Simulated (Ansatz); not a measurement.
## Geometry relaxation, with input and output: HfO2 (part 1 of 2)

The run: geometry relaxation of HfO2 (P4₂/mnm, 6 atoms in the cell). Method and program: DFT, PBE, plane waves, PAW, no spin polarisation (Ansatz 0.2.0).

The structure derives from a Materials Project entry. Figures and captions count atoms from 1; the log counts them from 0 in places.

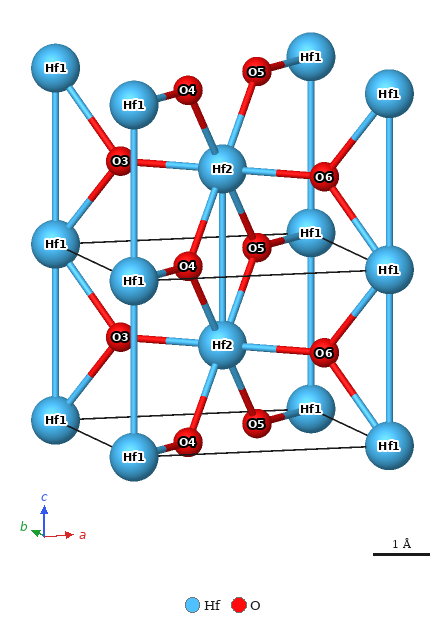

Fig. 1: The structure as given in the input (ball-and-stick view of the cell of the calculation, repeated 1 × 1 × 2, seen slightly off an axis; atoms are numbered from 1 in the order of the input). An atom can appear more than once, as a periodic image. Near neighbours in the periodic cell (some may lie outside the picture): Hf has 2 Hf at 3.21 Å and 6 O at 2.08 Å; O has 3 Hf at 2.08 Å.

Input file:
```yaml
crystal:
  lattice:
    - [4.81353299, 0.0, 0.0]
    - [0.0, 4.81353299, 0.0]
    - [0.0, 0.0, 3.20541541]
  atoms:
    - { symbol: Hf, position: [0.0, 0.0, 0.0] }
    - { symbol: Hf, position: [0.5, 0.5, 0.5] }
    - { symbol: O, position: [0.19495512, 0.80504488, 0.5] }
    - { symbol: O, position: [0.30504488, 0.30504488, 0.0] }
    - { symbol: O, position: [0.69495512, 0.69495512, 0.0] }
    - { symbol: O, position: [0.80504488, 0.19495512, 0.5] }
kpoints:
  mp_grid: { grid: [6, 6, 8] }
hamiltonian:
  xc: pbe
scf:
  occupations: { method: fermi_dirac, width: 0.02 }
relax:
  f_tol: 0.005
  cell: {}
```

Machine: 4 threads of Arm Neoverse V2, 24 GiB of memory available, shared host.

Command:
```bash
ansatz run input.yaml --threads 4 --pin off --max-ram 5529MiB --backend cpu --events-out ev --progress --plain --runs-dir out
```

Log:
```
Engine: ansatz 0.2.0, aarch64-unknown-linux-gnu
Pseudopotentials: kind: paw
Pseudopotential: Hf, paw, valence charge 26, recommended cutoff 420 eV (normal), Hf.paw.azcp
Pseudopotential: O, paw, valence charge 6, recommended cutoff 420 eV (normal), O.paw.azcp
Functional definition: PBE
  parameter kappa = 0.804
  parameter beta = 0.06672455060314922
  exchange = pbe_x(kappa = kappa, mu = beta*pi^2/3)
  correlation = pbe_c(beta = beta)
Crystal: 6 atoms, lattice volume = 74.270 Å³
Basis set: ecut = 420 eV, 1439 PW (Γ), exchange–correlation on 72×72×48 points (8 copies of the dense FFT grid, shifted against one another)
Bands: 46, of which v1, the nominal top of the filled ones, is band 38 counted from 1 (37 counted from 0)
Symmetry: 16 space group operations
Space group: P42/mnm (ITA 136), of the structure as read, at distance tolerance 4.2e-5 Å
k-points: 50 of 288
Non-local potential: Hf, projectors of the file, l = 0: 3, l = 1: 2, l = 2: 2, l = 3: 3
Non-local potential: O, projectors of the file, l = 0: 2, l = 1: 2, l = 2: 1
PAW form: soft (Blöchl's): semilocal exchange-correlation on the pseudo side does not see the compensation charge
PAW one-centre angular grid: Hf, 590 points (default); XC on 64 Gauss nodes
PAW one-centre angular grid: O, 110 points (default); XC on 64 Gauss nodes
Initial density: superposition of atomic densities (neutral atoms: chi_scale 0, normalization atom), corrected by the library's trained network
Initial wavefunctions: pseudopotential atomic-orbital guess
Functional: x = pbe(κ = 0.804, μ = 0.2195149727645171), c = pbe(β = 0.06672455060314922)
SCF iter   1: F=—  HF=-33723.133239 eV  |F-HF|=—  |Δ(HF+E_count)|=         —  Δρ=2.86e-3  dr2=4.94e-3  ethr=1.77e-3  ⟨swp⟩=5.8  Hψ=7356  notcnv=0
preconditioner: auto → Resta (q_TF=auto, 2.739 Å⁻¹)  ε∞=5.1  [insulator: Δε(μ)=4.065 eV  Ē_g=18.016 eV  σ=0.020 eV  W_gap=1.00  n_scr=30 (ndim 8)  ℏωp=36.6 eV  f_vac=0.089  D(μ)=0.00/eV (n_scr^D=0)  ε∞_Penn≈5.1]
SCF iter   2: F=—  HF=-33723.133466 eV  |F-HF|=—  |Δ(HF+E_count)|=   2.27e-4  Δρ=1.48e-3  dr2=1.20e-3  ethr=6.50e-6  ⟨swp⟩=2.0  Hψ=4504  notcnv=0  defer=85
SCF iter   3: F=—  HF=-33723.133590 eV  |F-HF|=—  |Δ(HF+E_count)|=   1.24e-4  Δρ=6.00e-4  dr2=2.82e-4  ethr=1.58e-6  ⟨swp⟩=2.0  Hψ=2846  notcnv=0  defer=85
SCF iter   4: F=—  HF=-33723.133607 eV  |F-HF|=—  |Δ(HF+E_count)|=   1.68e-5  Δρ=1.48e-4  dr2=1.19e-5  ethr=3.71e-7  ⟨swp⟩=2.0  Hψ=3840  notcnv=0  defer=85
SCF iter   5: F=—  HF=-33723.133544 eV  |F-HF|=—  |Δ(HF+E_count)|=   6.26e-5  Δρ=7.20e-5  dr2=2.75e-6  ethr=1.56e-8  ⟨swp⟩=2.0  Hψ=3937  notcnv=0  defer=85
SCF iter   6: F=—  HF=-33723.133545 eV  |F-HF|=—  |Δ(HF+E_count)|=   2.80e-7  Δρ=2.10e-5  dr2=2.54e-7  ethr=3.62e-9  ⟨swp⟩=2.0  Hψ=3983  notcnv=0  defer=85
SCF iter   7: F=-33723.133545 eV  HF=-33723.133545 eV  |F-HF|=1.35e-8  |Δ(HF+E_count)|=   2.31e-7  Δρ=5.64e-6  dr2=1.60e-8  ethr=1.32e-10  ⟨swp⟩=4.2  Hψ=8314  notcnv=0
SCF 1 converged in 7 iterations: F = -33723.133545 eV  dr2 = 1.60e-8
  greatest PAW one-centre occupation: 0.999 electrons in one spin orbital (limit 2), on the Hf atom at site 1 (counted from 0), in its partial waves of l = 0
relax step   1: F+E_penalty+E_count = -33723.13354492 eV  Δ(F+E_penalty+E_count) = +0.000e0 eV  max|allowed force component| = 5.658e-2 eV/Å  Δτ_max = 0.0000 Å  P = +8.542 GPa  Ω = 74.270 Å³  (7 SCF iters, dr2 threshold 1.00e-7 eV, accepted)
Crystal: 6 atoms, lattice volume = 77.525 Å³
Basis set: ecut = 420 eV, 1503 PW (Γ), exchange–correlation on 72×72×48 points (8 copies of the dense FFT grid, shifted against one another)
Initial density: handed on by an earlier stage of this run
Initial wavefunctions: those handed on with the density
iter 1 solved again at ethr=3.40e-5 eV; its pass at ethr=3.10e-3 eV (dr2=2.59e-2 eV) is discarded
SCF iter   1: F=—  HF=-33723.195268 eV  |F-HF|=—  |Δ(HF+E_count)|=         —  Δρ=5.69e-3  dr2=2.57e-2  ethr=3.40e-5  ⟨swp⟩=2.5  Hψ=10869  notcnv=0
preconditioner: auto → Resta (q_TF=auto, 2.719 Å⁻¹)  ε∞=5.0  [insulator: Δε(μ)=3.898 eV  Ē_g=17.803 eV  σ=0.020 eV  W_gap=1.00  n_scr=30 (ndim 8)  ℏωp=35.8 eV  f_vac=0.106  D(μ)=0.00/eV (n_scr^D=0)  ε∞_Penn≈5.0]
SCF iter   2: F=—  HF=-33723.188978 eV  |F-HF|=—  |Δ(HF+E_count)|=   6.29e-3  Δρ=2.46e-3  dr2=7.96e-3  ethr=3.38e-5  ⟨swp⟩=2.0  Hψ=3300  notcnv=0
SCF iter   3: F=—  HF=-33723.186856 eV  |F-HF|=—  |Δ(HF+E_count)|=   2.12e-3  Δρ=1.37e-3  dr2=2.06e-3  ethr=1.05e-5  ⟨swp⟩=2.0  Hψ=3281  notcnv=0
SCF iter   4: F=—  HF=-33723.186429 eV  |F-HF|=—  |Δ(HF+E_count)|=   4.27e-4  Δρ=4.02e-4  dr2=1.43e-4  ethr=2.71e-6  ⟨swp⟩=2.0  Hψ=4086  notcnv=0
SCF iter   5: F=—  HF=-33723.186477 eV  |F-HF|=—  |Δ(HF+E_count)|=   4.75e-5  Δρ=1.83e-4  dr2=2.52e-5  ethr=1.88e-7  ⟨swp⟩=2.0  Hψ=3714  notcnv=0
SCF iter   6: F=—  HF=-33723.186437 eV  |F-HF|=—  |Δ(HF+E_count)|=   4.00e-5  Δρ=6.39e-5  dr2=2.42e-6  ethr=3.31e-8  ⟨swp⟩=2.0  Hψ=4193  notcnv=0
SCF iter   7: F=—  HF=-33723.186441 eV  |F-HF|=—  |Δ(HF+E_count)|=   4.45e-6  Δρ=1.98e-5  dr2=2.97e-7  ethr=7.89e-10  ⟨swp⟩=4.9  Hψ=9236  notcnv=0
SCF iter   8: F=-33723.186441 eV  HF=-33723.186441 eV  |F-HF|=9.36e-9  |Δ(HF+E_count)|=   7.87e-8  Δρ=6.73e-6  dr2=3.27e-8  ethr=3.91e-10  ⟨swp⟩=4.5  Hψ=8351  notcnv=0
SCF 2 converged in 8 iterations: F = -33723.186441 eV  dr2 = 3.27e-8
relax step   2: F+E_penalty+E_count = -33723.18644107 eV  Δ(F+E_penalty+E_count) = -5.290e-2 eV  max|allowed force component| = 3.680e-2 eV/Å  Δτ_max = 0.0006 Å  P = -1.568 GPa  Ω = 77.525 Å³  energy of the carried Pulay correction = -1.413e-2 eV  (8 SCF iters, dr2 threshold 6.00e-7 eV, accepted)
Crystal: 6 atoms, lattice volume = 77.010 Å³
iter 1 solved again at ethr=1.20e-6 eV; its pass at ethr=3.10e-3 eV (dr2=9.10e-4 eV) is discarded
SCF iter   1: F=—  HF=-33723.191663 eV  |F-HF|=—  |Δ(HF+E_count)|=         —  Δρ=8.90e-4  dr2=6.17e-4  ethr=1.20e-6  ⟨swp⟩=2.0  Hψ=10620  notcnv=0
preconditioner: auto → Resta (q_TF=auto, 2.722 Å⁻¹)  ε∞=5.0  [insulator: Δε(μ)=3.900 eV  Ē_g=17.868 eV  σ=0.020 eV  W_gap=1.00  n_scr=30 (ndim 8)  ℏωp=35.9 eV  f_vac=0.096  D(μ)=0.00/eV (n_scr^D=0)  ε∞_Penn≈5.0]
SCF iter   2: F=—  HF=-33723.191515 eV  |F-HF|=—  |Δ(HF+E_count)|=   1.48e-4  Δρ=3.92e-4  dr2=1.95e-4  ethr=8.12e-7  ⟨swp⟩=2.0  Hψ=2900  notcnv=0
SCF iter   3: F=—  HF=-33723.191361 eV  |F-HF|=—  |Δ(HF+E_count)|=   1.54e-4  Δρ=2.10e-4  dr2=4.84e-5  ethr=2.56e-7  ⟨swp⟩=3.0  Hψ=4124  notcnv=0
SCF iter   4: F=—  HF=-33723.191350 eV  |F-HF|=—  |Δ(HF+E_count)|=   1.10e-5  Δρ=6.25e-5  dr2=3.49e-6  ethr=6.36e-8  ⟨swp⟩=2.0  Hψ=4065  notcnv=0
SCF iter   5: F=—  HF=-33723.191354 eV  |F-HF|=—  |Δ(HF+E_count)|=   3.08e-6  Δρ=2.59e-5  dr2=5.36e-7  ethr=7.89e-10  ⟨swp⟩=3.2  Hψ=10179  notcnv=0
SCF iter   6: F=-33723.191353 eV  HF=-33723.191353 eV  |F-HF|=1.72e-8  |Δ(HF+E_count)|=   5.08e-7  Δρ=1.04e-5  dr2=5.73e-8  ethr=7.05e-10  ⟨swp⟩=4.6  Hψ=8470  notcnv=0
SCF 3 converged in 6 iterations: F = -33723.191353 eV  dr2 = 5.73e-8
relax step   3: F+E_penalty+E_count = -33723.19135305 eV  Δ(F+E_penalty+E_count) = -4.912e-3 eV  max|allowed force component| = 6.279e-3 eV/Å  Δτ_max = 0.0012 Å  P = -0.086 GPa  Ω = 77.010 Å³  energy of the carried Pulay correction = -1.194e-2 eV  (6 SCF iters, dr2 threshold 6.00e-7 eV, accepted)
Crystal: 6 atoms, lattice volume = 76.989 Å³
iter 1 solved again at ethr=6.16e-9 eV; its pass at ethr=3.10e-3 eV (dr2=4.68e-6 eV) is discarded
SCF iter   1: F=—  HF=-33723.191578 eV  |F-HF|=—  |Δ(HF+E_count)|=         —  Δρ=7.75e-5  dr2=4.81e-6  ethr=6.16e-9  ⟨swp⟩=2.6  Hψ=10467  notcnv=0
preconditioner: auto → Resta (q_TF=auto, 2.722 Å⁻¹)  ε∞=5.0  [insulator: Δε(μ)=3.906 eV  Ē_g=17.865 eV  σ=0.020 eV  W_gap=1.00  n_scr=30 (ndim 8)  ℏωp=35.9 eV  f_vac=0.097  D(μ)=0.00/eV (n_scr^D=0)  ε∞_Penn≈5.0]
SCF iter   2: F=—  HF=-33723.191477 eV  |F-HF|=—  |Δ(HF+E_count)|=   1.00e-4  Δρ=3.96e-5  dr2=1.66e-6  ethr=6.16e-9  ⟨swp⟩=2.0  Hψ=2841  notcnv=0
SCF iter   3: F=—  HF=-33723.191477 eV  |F-HF|=—  |Δ(HF+E_count)|=   4.67e-7  Δρ=2.22e-5  dr2=3.35e-7  ethr=2.19e-9  ⟨swp⟩=2.7  Hψ=4053  notcnv=0
SCF iter   4: F=-33723.191477 eV  HF=-33723.191477 eV  |F-HF|=5.20e-9  |Δ(HF+E_count)|=   8.95e-8  Δρ=5.17e-6  dr2=2.72e-8  ethr=2.07e-10  ⟨swp⟩=4.3  Hψ=8244  notcnv=0
SCF 4 converged in 4 iterations: F = -33723.191477 eV  dr2 = 2.72e-8
relax step   4: F+E_penalty+E_count = -33723.19147690 eV  Δ(F+E_penalty+E_count) = -1.239e-4 eV  max|allowed force component| = 2.003e-3 eV/Å  Δτ_max = 0.0001 Å  P = -0.003 GPa  Ω = 76.989 Å³  energy of the carried Pulay correction = -1.185e-2 eV  (4 SCF iters, dr2 threshold 1.58e-7 eV, accepted)
Crystal: 6 atoms, lattice volume = 76.993 Å³
iter 1 solved again at ethr=1.84e-9 eV; its pass at ethr=3.10e-3 eV (dr2=1.40e-6 eV) is discarded
SCF iter   1: F=—  HF=-33723.191563 eV  |F-HF|=—  |Δ(HF+E_count)|=         —  Δρ=4.59e-5  dr2=1.76e-6  ethr=1.84e-9  ⟨swp⟩=2.4  Hψ=10269  notcnv=0
preconditioner: auto → Resta (q_TF=auto, 2.722 Å⁻¹)  ε∞=5.0  [insulator: Δε(μ)=3.908 eV  Ē_g=17.865 eV  σ=0.020 eV  W_gap=1.00  n_scr=30 (ndim 8)  ℏωp=35.9 eV  f_vac=0.097  D(μ)=0.00/eV (n_scr^D=0)  ε∞_Penn≈5.0]
SCF iter   2: F=—  HF=-33723.191463 eV  |F-HF|=—  |Δ(HF+E_count)|=   9.96e-5  Δρ=2.60e-5  dr2=5.95e-7  ethr=1.84e-9  ⟨swp⟩=2.7  Hψ=3995  notcnv=0
SCF iter   3: F=—  HF=-33723.191463 eV  |F-HF|=—  |Δ(HF+E_count)|=   1.81e-7  Δρ=5.75e-6  dr2=2.30e-8  ethr=7.83e-10  ⟨swp⟩=2.1  Hψ=3994  notcnv=0
SCF iter   4: F=-33723.191463 eV  HF=-33723.191463 eV  |F-HF|=1.03e-9  |Δ(HF+E_count)|=   1.22e-8  Δρ=2.78e-6  dr2=4.54e-9  ethr=1.26e-11  ⟨swp⟩=4.9  Hψ=8910  notcnv=0
SCF 5 converged in 4 iterations: F = -33723.191463 eV  dr2 = 4.54e-9
relax step   5: F+E_penalty+E_count = -33723.19146301 eV  Δ(F+E_penalty+E_count) = +1.390e-5 eV  max|allowed force component| = 2.377e-3 eV/Å  Δτ_max = 0.0002 Å  P = +0.002 GPa  Ω = 76.993 Å³  energy of the carried Pulay correction = -1.187e-2 eV  (4 SCF iters, dr2 threshold 9.55e-9 eV, accepted)
Initial wavefunctions: pseudopotential atomic-orbital guess (no wavefunctions were taken with the density)
iter 1 solved again at ethr=2.34e-7 eV; its pass at ethr=3.10e-3 eV (dr2=1.78e-4 eV) is discarded
SCF iter   1: F=—  HF=-33723.206011 eV  |F-HF|=—  |Δ(HF+E_count)|=         —  Δρ=4.06e-4  dr2=1.65e-5  ethr=2.34e-7  ⟨swp⟩=3.0  Hψ=13703  notcnv=0
preconditioner: auto → Resta (q_TF=auto, 2.722 Å⁻¹)  ε∞=5.0  [insulator: Δε(μ)=3.909 eV  Ē_g=17.865 eV  σ=0.020 eV  W_gap=1.00  n_scr=30 (ndim 8)  ℏωp=35.9 eV  f_vac=0.097  D(μ)=0.00/eV (n_scr^D=0)  ε∞_Penn≈5.0]
SCF iter   2: F=—  HF=-33723.206151 eV  |F-HF|=—  |Δ(HF+E_count)|=   1.39e-4  Δρ=2.01e-4  dr2=6.03e-6  ethr=2.17e-8  ⟨swp⟩=2.0  Hψ=3889  notcnv=0
SCF iter   3: F=—  HF=-33723.206220 eV  |F-HF|=—  |Δ(HF+E_count)|=   6.92e-5  Δρ=9.70e-5  dr2=8.53e-7  ethr=7.94e-9  ⟨swp⟩=2.0  Hψ=3309  notcnv=0
SCF iter   4: F=—  HF=-33723.206238 eV  |F-HF|=—  |Δ(HF+E_count)|=   1.82e-5  Δρ=6.93e-6  dr2=2.17e-8  ethr=1.12e-9  ⟨swp⟩=2.0  Hψ=3800  notcnv=0
SCF iter   5: F=—  HF=-33723.206238 eV  |F-HF|=—  |Δ(HF+E_count)|=   1.43e-8  Δρ=2.80e-6  dr2=2.09e-9  ethr=2.85e-11  ⟨swp⟩=2.1  Hψ=4204  notcnv=0
SCF iter   6: F=—  HF=-33723.206238 eV  |F-HF|=—  |Δ(HF+E_count)|=   1.16e-8  Δρ=5.65e-7  dr2=9.56e-11  ethr=2.74e-12  ⟨swp⟩=2.0  Hψ=4200  notcnv=0
SCF iter   7: F=-33723.206238 eV  HF=-33723.206238 eV  |F-HF|=0.00e0  |Δ(HF+E_count)|=  2.33e-10  Δρ=1.15e-7  dr2=1.21e-11  ethr=1.00e-12  ⟨swp⟩=5.0  Hψ=9001  notcnv=0
SCF 6 converged in 7 iterations: F = -33723.206238 eV  dr2 = 1.21e-11
  greatest PAW one-centre occupation: 0.999 electrons in one spin orbital (limit 2), on the Hf atom at site 0 (counted from 0), in its partial waves of l = 0
relax step   6: F+E_penalty+E_count = -33723.20623801 eV  Δ(F+E_penalty+E_count) = -1.478e-2 eV  max|allowed force component| = 2.060e-3 eV/Å  Δτ_max = 0.0000 Å  P = +0.336 GPa  Ω = 76.993 Å³  stress off target by 3.52e-1 GPa  SCF on the basis re-selected at this cell (its energy is not comparable with the rows above)  (7 SCF iters)
basis re-selected at this cell: Δ(F+E_penalty+E_count) = -1.478e-2 eV, ΔP = +0.334 GPa vs the last step (what re-selecting the basis moved, of the pressure what is left beyond the Pulay correction that the steps carried, after the strain that the cell walked since its last selection, with what the two solves' SCF thresholds leave and, on support functions, any second-order correction that the steps lacked; it is no measure of the basis error at this ecutwfc). This SCF's stress stands 3.52e-1 GPa from its target on what of the cell is left free (relax.cell.stress_tol is 5.00e-2 GPa) and its largest allowed force component is 2.06e-3 eV/Å (relax.f_tol is 5.00e-3 eV/Å): not within both, so this SCF does not close the relaxation
Crystal: 6 atoms, lattice volume = 77.113 Å³
iter 1 solved again at ethr=6.25e-8 eV; its pass at ethr=3.10e-3 eV (dr2=4.75e-5 eV) is discarded
```
